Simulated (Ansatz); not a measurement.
Run report: Al96N96, geometry relaxation (part 4 of 4)

Continued. System: Al96N96 (192 atoms in the cell). Method: DFT, PBEsol, PAW, plane waves (Ansatz 0.2.0); cutoff 420 eV, 1×1×1 k-mesh, Fermi–Dirac smearing of 0.01 eV. The structure was built on a prototype by a generator.

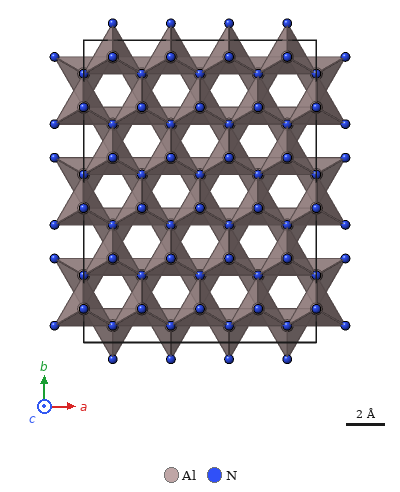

Fig. 1: The structure as given in the input (polyhedral view of the cell of the calculation, along the c axis; polyhedra are completed across the faces of the cell).

Output, continued:
```
    81     Al      1.9258
    82     Al      1.9258
    83     Al      1.9258
    84     Al      1.9258
    85     Al      1.9258
    86     Al      1.9258
    87     Al      1.9258
    88     Al      1.9258
    89     Al      1.9258
    90     Al      1.9258
    91     Al      1.9258
    92     Al      1.9258
    93     Al      1.9258
    94     Al      1.9258
    95     Al      1.9258
    96      N      6.0092
    97      N      6.0092
    98      N      6.0092
    99      N      6.0092
   100      N      6.0092
   101      N      6.0092
   102      N      6.0092
   103      N      6.0092
   104      N      6.0092
   105      N      6.0092
   106      N      6.0092
   107      N      6.0092
   108      N      6.0092
   109      N      6.0092
   110      N      6.0092
   111      N      6.0092
   112      N      6.0092
   113      N      6.0092
   114      N      6.0092
   115      N      6.0092
   116      N      6.0092
   117      N      6.0092
   118      N      6.0092
   119      N      6.0092
   120      N      6.0092
   121      N      6.0092
   122      N      6.0092
   123      N      6.0092
   124      N      6.0092
   125      N      6.0092
   126      N      6.0092
   127      N      6.0092
   128      N      6.0092
   129      N      6.0092
   130      N      6.0092
   131      N      6.0092
   132      N      6.0092
   133      N      6.0092
   134      N      6.0092
   135      N      6.0092
   136      N      6.0092
   137      N      6.0092
   138      N      6.0092
   139      N      6.0092
   140      N      6.0092
   141      N      6.0092
   142      N      6.0092
   143      N      6.0092
   144      N      6.0092
   145      N      6.0092
   146      N      6.0092
   147      N      6.0092
   148      N      6.0092
   149      N      6.0092
   150      N      6.0092
   151      N      6.0092
   152      N      6.0092
   153      N      6.0092
   154      N      6.0092
   155      N      6.0092
   156      N      6.0092
   157      N      6.0092
   158      N      6.0092
   159      N      6.0092
   160      N      6.0092
   161      N      6.0092
   162      N      6.0092
   163      N      6.0092
   164      N      6.0092
   165      N      6.0092
   166      N      6.0092
   167      N      6.0092
   168      N      6.0092
   169      N      6.0092
   170      N      6.0092
   171      N      6.0092
   172      N      6.0092
   173      N      6.0092
   174      N      6.0092
   175      N      6.0092
   176      N      6.0092
   177      N      6.0092
   178      N      6.0092
   179      N      6.0092
   180      N      6.0092
   181      N      6.0092
   182      N      6.0092
   183      N      6.0092
   184      N      6.0092
   185      N      6.0092
   186      N      6.0092
   187      N      6.0092
   188      N      6.0092
   189      N      6.0092
   190      N      6.0092
   191      N      6.0092
  spilling = 0.008127 (of n_electrons = 768.000000)
```

Summary:

| quantity | value |
| --- | --- |
| outcome | converged |
| space group (tolerance 0.01 Å) | P6₃mc (186) |
| electrons treated | 768 |
| free energy | −86972.5205 eV |
| Fermi energy | 9.450 eV |
| pressure | 0.01 GPa |
| largest force (length of the vector) at the end | 0.010 eV/Å |
| final cell | a = 12.444 Å, b = 16.191 Å, c = 9.970 Å, α = 90.00°, β = 90.00°, γ = 90.00° |
| hardware | 8 CPU threads, shared host |
| wall time | 7.5 s (CPU time 11 s) |
| peak memory | 2.5 GiB |

Notes:

Warnings of the run: the structure was made exactly symmetric. The k-point mesh is coarse for a cell of this size, so the results may not be converged.
